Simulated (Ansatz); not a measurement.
# Geometry relaxation of WSe₂ (part 3 of 3)

WSe₂ (12 atoms in the cell); DFT PBE+D3(BJ), scalar-relativistic, plane waves, PAW, no spin polarisation (Ansatz 0.2.0); cutoff 420 eV, 12×12×1 k-mesh, Gaussian smearing of 0.02 eV. The structure derives from a Materials Project entry.

Geometry of the input (Å; fractional positions):
```
3.3178  0.0000  0.0000
-1.6589  2.8733  0.0000
0.0000  0.0000  36.4183
W  0.6667  0.3333  0.9061
W  0.6667  0.3333  0.2805
W  0.3333  0.6667  0.7195
W  0.3333  0.6667  0.0939
Se 0.3333  0.6667  0.9518
Se 0.3333  0.6667  0.3261
Se 0.6667  0.3333  0.7652
Se 0.6667  0.3333  0.1396
Se 0.3333  0.6667  0.8604
Se 0.3333  0.6667  0.2348
Se 0.6667  0.3333  0.6739
Se 0.6667  0.3333  0.0482
```

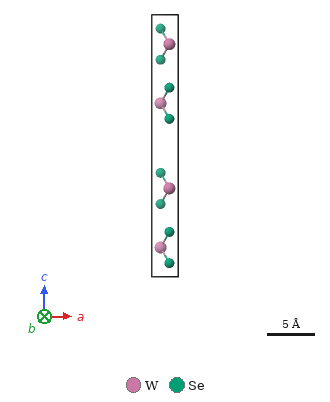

*The geometry at step 20 of the log (ball-and-stick view of the cell of the calculation, along the b axis).*

**Trajectory as extended XYZ, continued**
```
12
Lattice="3.2856 0.0000 0.0000 -1.6428 2.8454 0.0000 0.0000 0.0000 35.6398" Properties=species:S:1:pos:R:3:forces:R:3 step=3 energy=-85303.62609 pressure_GPa=-0.55
W     1.6428    0.9485   32.3006    0.0000   0.0000   0.0055
W     1.6428    0.9485    9.9588    0.0000   0.0000  -0.0333
W     0.0000    1.8969   25.6809    0.0000   0.0000   0.0333
W     0.0000    1.8969    3.3392    0.0000   0.0000  -0.0055
Se    0.0000    1.8969   33.9869    0.0000   0.0000   0.0230
Se    0.0000    1.8969   11.6432    0.0000   0.0000  -0.0094
Se    1.6428    0.9485   27.3656    0.0000   0.0000   0.0528
Se    1.6428    0.9485    5.0254    0.0000   0.0000   0.0112
Se    0.0000    1.8969   30.6144    0.0000   0.0000  -0.0112
Se    0.0000    1.8969    8.2741    0.0000   0.0000  -0.0528
Se    1.6428    0.9485   23.9965    0.0000   0.0000   0.0094
Se    1.6428    0.9485    1.6529    0.0000   0.0000  -0.0230
12
Lattice="3.2803 0.0000 0.0000 -1.6402 2.8408 0.0000 0.0000 0.0000 34.4602" Properties=species:S:1:pos:R:3:forces:R:3 step=5 energy=-85303.67301 pressure_GPa=-0.00
W     1.6402    0.9469   31.2608    0.0000   0.0000   0.0024
W     1.6402    0.9469    9.5938    0.0000   0.0000  -0.0007
W     0.0000    1.8939   24.8664    0.0000   0.0000   0.0007
W     0.0000    1.8939    3.1993    0.0000   0.0000  -0.0024
Se    0.0000    1.8939   32.9450    0.0000   0.0000  -0.0028
Se    0.0000    1.8939   11.2794    0.0000   0.0000   0.0012
Se    1.6402    0.9469   26.5516    0.0000   0.0000  -0.0047
Se    1.6402    0.9469    4.8834    0.0000   0.0000  -0.0057
Se    0.0000    1.8939   29.5768    0.0000   0.0000   0.0057
Se    0.0000    1.8939    7.9086    0.0000   0.0000   0.0047
Se    1.6402    0.9469   23.1808    0.0000   0.0000  -0.0012
Se    1.6402    0.9469    1.5152    0.0000   0.0000   0.0028
12
Lattice="3.2828 0.0000 0.0000 -1.6414 2.8430 0.0000 0.0000 0.0000 34.1561" Properties=species:S:1:pos:R:3:forces:R:3 step=7 energy=-85303.67368 pressure_GPa=-0.02
W     1.6414    0.9477   30.9647    0.0000   0.0000  -0.0063
W     1.6414    0.9477    9.5803    0.0000   0.0000   0.0119
W     0.0000    1.8953   24.5758    0.0000   0.0000  -0.0119
W     0.0000    1.8953    3.1914    0.0000   0.0000   0.0063
Se    0.0000    1.8953   32.6460    0.0000   0.0000   0.0246
Se    0.0000    1.8953   11.2654    0.0000   0.0000  -0.0028
Se    1.6414    0.9477   26.2595    0.0000   0.0000   0.0025
Se    1.6414    0.9477    4.8731    0.0000   0.0000   0.0187
Se    0.0000    1.8953   29.2830    0.0000   0.0000  -0.0187
Se    0.0000    1.8953    7.8967    0.0000   0.0000  -0.0025
Se    1.6414    0.9477   22.8908    0.0000   0.0000   0.0028
Se    1.6414    0.9477    1.5101    0.0000   0.0000  -0.0246
12
Lattice="3.2826 0.0000 0.0000 -1.6413 2.8428 0.0000 0.0000 0.0000 33.3391" Properties=species:S:1:pos:R:3:forces:R:3 step=9 energy=-85303.67652 pressure_GPa=0.02
W     1.6413    0.9476   30.1590    0.0000   0.0000  -0.0149
W     1.6413    0.9476    9.5813    0.0000   0.0000   0.0164
W     0.0000    1.8952   23.7578    0.0000   0.0000  -0.0164
W     0.0000    1.8952    3.1801    0.0000   0.0000   0.0149
Se    0.0000    1.8952   31.8393    0.0000   0.0000   0.0300
Se    0.0000    1.8952   11.2663    0.0000   0.0000   0.0004
Se    1.6413    0.9476   25.4410    0.0000   0.0000   0.0176
Se    1.6413    0.9476    4.8612    0.0000   0.0000   0.0380
Se    0.0000    1.8952   28.4779    0.0000   0.0000  -0.0380
Se    0.0000    1.8952    7.8981    0.0000   0.0000  -0.0176
Se    1.6413    0.9476   22.0728    0.0000   0.0000  -0.0004
Se    1.6413    0.9476    1.4998    0.0000   0.0000  -0.0300
12
Lattice="3.2809 0.0000 0.0000 -1.6404 2.8413 0.0000 0.0000 0.0000 32.3484" Properties=species:S:1:pos:R:3:forces:R:3 step=11 energy=-85303.68208 pressure_GPa=-0.03
W     1.6404    0.9471   29.1572    0.0000   0.0000  -0.0022
W     1.6404    0.9471    9.5904    0.0000   0.0000   0.0033
W     0.0000    1.8942   22.7580    0.0000   0.0000  -0.0033
W     0.0000    1.8942    3.1912    0.0000   0.0000   0.0022
Se    0.0000    1.8942   30.8408    0.0000   0.0000  -0.0056
Se    0.0000    1.8942   11.2763    0.0000   0.0000  -0.0060
Se    1.6404    0.9471   24.4432    0.0000   0.0000  -0.0072
Se    1.6404    0.9471    4.8749    0.0000   0.0000   0.0002
Se    0.0000    1.8942   27.4735    0.0000   0.0000  -0.0002
Se    0.0000    1.8942    7.9052    0.0000   0.0000   0.0072
Se    1.6404    0.9471   21.0721    0.0000   0.0000   0.0060
Se    1.6404    0.9471    1.5076    0.0000   0.0000   0.0056
12
Lattice="3.2793 0.0000 0.0000 -1.6397 2.8400 0.0000 0.0000 0.0000 31.4164" Properties=species:S:1:pos:R:3:forces:R:3 step=13 energy=-85303.68731 pressure_GPa=-0.12
W     1.6397    0.9467   28.2399    0.0000   0.0000  -0.0035
W     1.6397    0.9467    9.6009    0.0000   0.0000   0.0029
W     0.0000    1.8933   21.8155    0.0000   0.0000  -0.0029
W     0.0000    1.8933    3.1765    0.0000   0.0000   0.0035
Se    0.0000    1.8933   29.9266    0.0000   0.0000  -0.0680
Se    0.0000    1.8933   11.2891    0.0000   0.0000  -0.0332
Se    1.6397    0.9467   23.5028    0.0000   0.0000  -0.0243
Se    1.6397    0.9467    4.8628    0.0000   0.0000  -0.0264
Se    0.0000    1.8933   26.5536    0.0000   0.0000   0.0264
Se    0.0000    1.8933    7.9136    0.0000   0.0000   0.0243
Se    1.6397    0.9467   20.1273    0.0000   0.0000   0.0332
Se    1.6397    0.9467    1.4898    0.0000   0.0000   0.0680
12
Lattice="3.2817 0.0000 0.0000 -1.6409 2.8420 0.0000 0.0000 0.0000 30.4867" Properties=species:S:1:pos:R:3:forces:R:3 step=15 energy=-85303.69555 pressure_GPa=0.31
W     1.6409    0.9473   27.3006    0.0000   0.0000  -0.0071
W     1.6409    0.9473    9.6027    0.0000   0.0000  -0.0009
W     0.0000    1.8947   20.8840    0.0000   0.0000   0.0009
W     0.0000    1.8947    3.1861    0.0000   0.0000   0.0071
Se    0.0000    1.8947   28.9788    0.0000   0.0000   0.0839
Se    0.0000    1.8947   11.2825    0.0000   0.0000   0.1007
Se    1.6409    0.9473   22.5632    0.0000   0.0000   0.1053
Se    1.6409    0.9473    4.8644    0.0000   0.0000   0.1020
Se    0.0000    1.8947   25.6223    0.0000   0.0000  -0.1020
Se    0.0000    1.8947    7.9236    0.0000   0.0000  -0.1053
Se    1.6409    0.9473   19.2042    0.0000   0.0000  -0.1007
Se    1.6409    0.9473    1.5079    0.0000   0.0000  -0.0839
12
Lattice="3.2860 0.0000 0.0000 -1.6430 2.8457 0.0000 0.0000 0.0000 29.6271" Properties=species:S:1:pos:R:3:forces:R:3 step=17 energy=-85303.71041 pressure_GPa=-0.35
W     1.6430    0.9486   26.4273    0.0000   0.0000   0.0005
W     1.6430    0.9486    9.5990    0.0000   0.0000   0.0078
W     0.0000    1.8972   20.0280    0.0000   0.0000  -0.0078
W     0.0000    1.8972    3.1997    0.0000   0.0000  -0.0005
Se    0.0000    1.8972   28.1095    0.0000   0.0000  -0.0030
Se    0.0000    1.8972   11.2843    0.0000   0.0000  -0.0195
Se    1.6430    0.9486   21.7125    0.0000   0.0000  -0.0281
Se    1.6430    0.9486    4.8819    0.0000   0.0000  -0.0052
Se    0.0000    1.8972   24.7452    0.0000   0.0000   0.0052
Se    0.0000    1.8972    7.9145    0.0000   0.0000   0.0281
Se    1.6430    0.9486   18.3427    0.0000   0.0000   0.0195
Se    1.6430    0.9486    1.5176    0.0000   0.0000   0.0030
12
Lattice="3.2829 0.0000 0.0000 -1.6415 2.8431 0.0000 0.0000 0.0000 28.2216" Properties=species:S:1:pos:R:3:forces:R:3 step=20 energy=-85303.74705 pressure_GPa=0.05
W     1.6415    0.9477   25.0629    0.0000   0.0000  -0.0070
W     1.6415    0.9477    9.5230    0.0000   0.0000   0.0161
W     0.0000    1.8954   18.6986    0.0000   0.0000  -0.0161
W     0.0000    1.8954    3.1587    0.0000   0.0000   0.0070
Se    0.0000    1.8954   26.7439    0.0000   0.0000  -0.0096
Se    0.0000    1.8954   11.2055    0.0000   0.0000   0.0665
Se    1.6415    0.9477   20.3803    0.0000   0.0000   0.0208
Se    1.6415    0.9477    4.8396    0.0000   0.0000   0.0173
Se    0.0000    1.8954   23.3820    0.0000   0.0000  -0.0173
Se    0.0000    1.8954    7.8413    0.0000   0.0000  -0.0208
Se    1.6415    0.9477   17.0161    0.0000   0.0000  -0.0665
Se    1.6415    0.9477    1.4777    0.0000   0.0000   0.0096
12
Lattice="3.2800 0.0000 0.0000 -1.6400 2.8405 0.0000 0.0000 0.0000 27.5336" Properties=species:S:1:pos:R:3:forces:R:3 step=22 energy=-85303.79112 pressure_GPa=0.10
W     1.6400    0.9468   24.3664    0.0000   0.0000  -0.0093
W     1.6400    0.9468    9.5418    0.0000   0.0000   0.0290
W     0.0000    1.8937   17.9918    0.0000   0.0000  -0.0290
W     0.0000    1.8937    3.1672    0.0000   0.0000   0.0093
Se    0.0000    1.8937   26.0473    0.0000   0.0000   0.0217
Se    0.0000    1.8937   11.2271    0.0000   0.0000   0.0576
Se    1.6400    0.9468   19.6760    0.0000   0.0000   0.0003
Se    1.6400    0.9468    4.8483    0.0000   0.0000   0.0387
Se    0.0000    1.8937   22.6853    0.0000   0.0000  -0.0387
Se    0.0000    1.8937    7.8577    0.0000   0.0000  -0.0003
Se    1.6400    0.9468   16.3065    0.0000   0.0000  -0.0576
Se    1.6400    0.9468    1.4863    0.0000   0.0000  -0.0217
12
Lattice="3.2792 0.0000 0.0000 -1.6396 2.8399 0.0000 0.0000 0.0000 26.7766" Properties=species:S:1:pos:R:3:forces:R:3 step=24 energy=-85303.85834 pressure_GPa=0.11
W     1.6396    0.9466   23.6226    0.0000   0.0000  -0.0149
W     1.6396    0.9466    9.5188    0.0000   0.0000   0.0478
W     0.0000    1.8933   17.2577    0.0000   0.0000  -0.0478
W     0.0000    1.8933    3.1539    0.0000   0.0000   0.0149
Se    0.0000    1.8933   25.3028    0.0000   0.0000   0.0213
Se    0.0000    1.8933   11.2052    0.0000   0.0000   0.0771
Se    1.6396    0.9466   18.9424    0.0000   0.0000  -0.0129
Se    1.6396    0.9466    4.8346    0.0000   0.0000   0.0468
Se    0.0000    1.8933   21.9420    0.0000   0.0000  -0.0468
Se    0.0000    1.8933    7.8341    0.0000   0.0000   0.0129
Se    1.6396    0.9466   15.5714    0.0000   0.0000  -0.0771
Se    1.6396    0.9466    1.4737    0.0000   0.0000  -0.0213
12
Lattice="3.2796 0.0000 0.0000 -1.6398 2.8402 0.0000 0.0000 0.0000 26.1048" Properties=species:S:1:pos:R:3:forces:R:3 step=26 energy=-85303.95285 pressure_GPa=0.06
W     1.6398    0.9467   22.9510    0.0000   0.0000  -0.0092
W     1.6398    0.9467    9.5198    0.0000   0.0000   0.0284
W     0.0000    1.8935   16.5850    0.0000   0.0000  -0.0284
W     0.0000    1.8935    3.1538    0.0000   0.0000   0.0092
Se    0.0000    1.8935   24.6310    0.0000   0.0000   0.0227
Se    0.0000    1.8935   11.2048    0.0000   0.0000   0.1141
Se    1.6398    0.9467   18.2703    0.0000   0.0000  -0.0271
Se    1.6398    0.9467    4.8338    0.0000   0.0000   0.0551
Se    0.0000    1.8935   21.2710    0.0000   0.0000  -0.0551
Se    0.0000    1.8935    7.8345    0.0000   0.0000   0.0271
Se    1.6398    0.9467   14.8999    0.0000   0.0000  -0.1141
Se    1.6398    0.9467    1.4737    0.0000   0.0000  -0.0227
12
Lattice="3.2794 0.0000 0.0000 -1.6397 2.8401 0.0000 0.0000 0.0000 25.6257" Properties=species:S:1:pos:R:3:forces:R:3 step=28 energy=-85304.02194 pressure_GPa=-0.23
W     1.6397    0.9467   22.4555    0.0000   0.0000   0.0168
W     1.6397    0.9467    9.5853    0.0000   0.0000  -0.1240
W     0.0000    1.8934   16.0404    0.0000   0.0000   0.1240
W     0.0000    1.8934    3.1703    0.0000   0.0000  -0.0168
Se    0.0000    1.8934   24.1502    0.0000   0.0000  -0.2189
Se    0.0000    1.8934   11.2602    0.0000   0.0000   0.1843
Se    1.6397    0.9467   17.7243    0.0000   0.0000   0.0258
Se    1.6397    0.9467    4.8628    0.0000   0.0000  -0.1423
Se    0.0000    1.8934   20.7629    0.0000   0.0000   0.1423
Se    0.0000    1.8934    7.9014    0.0000   0.0000  -0.0258
Se    1.6397    0.9467   14.3656    0.0000   0.0000  -0.1843
Se    1.6397    0.9467    1.4756    0.0000   0.0000   0.2189
12
Lattice="3.2790 0.0000 0.0000 -1.6395 2.8397 0.0000 0.0000 0.0000 25.5874" Properties=species:S:1:pos:R:3:forces:R:3 step=30 energy=-85304.02984 pressure_GPa=0.01
W     1.6395    0.9466   22.3993    0.0000   0.0000  -0.0043
W     1.6395    0.9466    9.5863    0.0000   0.0000   0.0033
W     0.0000    1.8931   16.0011    0.0000   0.0000  -0.0033
W     0.0000    1.8931    3.1881    0.0000   0.0000   0.0043
Se    0.0000    1.8931   24.0833    0.0000   0.0000  -0.0049
Se    0.0000    1.8931   11.2708    0.0000   0.0000   0.0047
Se    1.6395    0.9466   17.6856    0.0000   0.0000  -0.0019
Se    1.6395    0.9466    4.8722    0.0000   0.0000   0.0049
Se    0.0000    1.8931   20.7152    0.0000   0.0000  -0.0049
Se    0.0000    1.8931    7.9018    0.0000   0.0000   0.0019
Se    1.6395    0.9466   14.3165    0.0000   0.0000  -0.0047
Se    1.6395    0.9466    1.5041    0.0000   0.0000   0.0049
12
Lattice="3.2793 0.0000 0.0000 -1.6397 2.8400 0.0000 0.0000 0.0000 25.5828" Properties=species:S:1:pos:R:3:forces:R:3 step=32 energy=-85304.03005 pressure_GPa=0.02
W     1.6397    0.9467   22.3841    0.0000   0.0000   0.0002
W     1.6397    0.9467    9.5938    0.0000   0.0000  -0.0004
W     0.0000    1.8933   15.9891    0.0000   0.0000   0.0004
W     0.0000    1.8933    3.1988    0.0000   0.0000  -0.0002
Se    0.0000    1.8933   24.0679    0.0000   0.0000   0.0076
Se    0.0000    1.8933   11.2775    0.0000   0.0000   0.0076
Se    1.6397    0.9467   17.6728    0.0000   0.0000   0.0070
Se    1.6397    0.9467    4.8826    0.0000   0.0000   0.0062
Se    0.0000    1.8933   20.7002    0.0000   0.0000  -0.0062
Se    0.0000    1.8933    7.9100    0.0000   0.0000  -0.0070
Se    1.6397    0.9467   14.3053    0.0000   0.0000  -0.0076
Se    1.6397    0.9467    1.5150    0.0000   0.0000  -0.0076
12
Lattice="3.2791 0.0000 0.0000 -1.6395 2.8398 0.0000 0.0000 0.0000 25.5865" Properties=species:S:1:pos:R:3:forces:R:3 step=34 energy=-85304.02291 pressure_GPa=-0.01
W     1.6395    0.9466   22.3878    0.0000   0.0000   0.0000
W     1.6395    0.9466    9.5951    0.0000   0.0000   0.0000
W     0.0000    1.8932   15.9914    0.0000   0.0000   0.0000
W     0.0000    1.8932    3.1986    0.0000   0.0000   0.0000
Se    0.0000    1.8932   24.0721    0.0000   0.0000   0.0011
Se    0.0000    1.8932   11.2794    0.0000   0.0000   0.0008
Se    1.6395    0.9466   17.6756    0.0000   0.0000   0.0009
Se    1.6395    0.9466    4.8829    0.0000   0.0000   0.0007
Se    0.0000    1.8932   20.7035    0.0000   0.0000  -0.0007
Se    0.0000    1.8932    7.9108    0.0000   0.0000  -0.0009
Se    1.6395    0.9466   14.3071    0.0000   0.0000  -0.0008
Se    1.6395    0.9466    1.5143    0.0000   0.0000  -0.0011
```

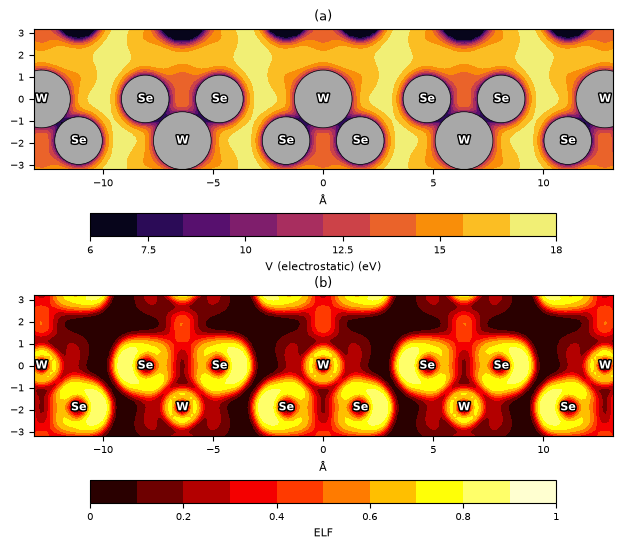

*(a) electrostatic potential (local pseudopotential plus Hartree) felt by an electron; (b) electron localisation function on the (110) plane of the calculation cell. Grey discs, where drawn, cover atomic cores.*

Atoms in the plane: W and Se. W–Se (2.53 Å): the ELF is about 0.55 at the midpoint. The strong features right at W lie inside the PAW spheres (semicore, d or f shells) and say nothing about bonding. Outside the cores the potential energy rises away from the atoms and is highest about 2.4 Å from the nearest atoms; outside the discs it spans about 11 eV, and its zero is arbitrary. In a PAW calculation such maps are meaningful between the atoms, not at the nuclei.

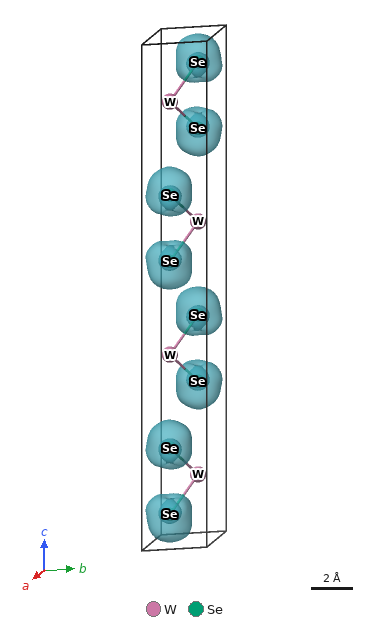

*Isosurface of the electron localisation function at 0.65 (cyan), seen slightly off an axis. Only the valence region is drawn (cores and ρ < 0.01 e/Å³ removed). Sticks mark near contacts. The outline is the calculation cell.*

Values along the shortest contacts: W–Se (2.53 Å): the ELF is about 0.55 at the midpoint.

**Results in brief**

| quantity | value |
| --- | --- |
| outcome | converged |
| space group (tolerance 0.01 Å) | P-3m1 (164) → P6₃/mmc (194) |
| electrons treated | 184 |
| free energy | −85304.0229 eV |
| Fermi energy | 13.789 eV |
| gap on the k-point mesh | 0.90 eV |
| pressure | −0.01 GPa |
| final volume | 238.25 Å³ |
| largest force (length of the vector) at the end | 0.001 eV/Å |
| final cell | a = 3.279 Å, b = 3.279 Å, c = 25.586 Å, α = 90.00°, β = 90.00°, γ = 120.00° |
| wall time | 9.9 min (CPU time 20 min) |
| peak memory | 1.2 GiB |

**Notes**

Spin–orbit coupling is left out, which matters for W.
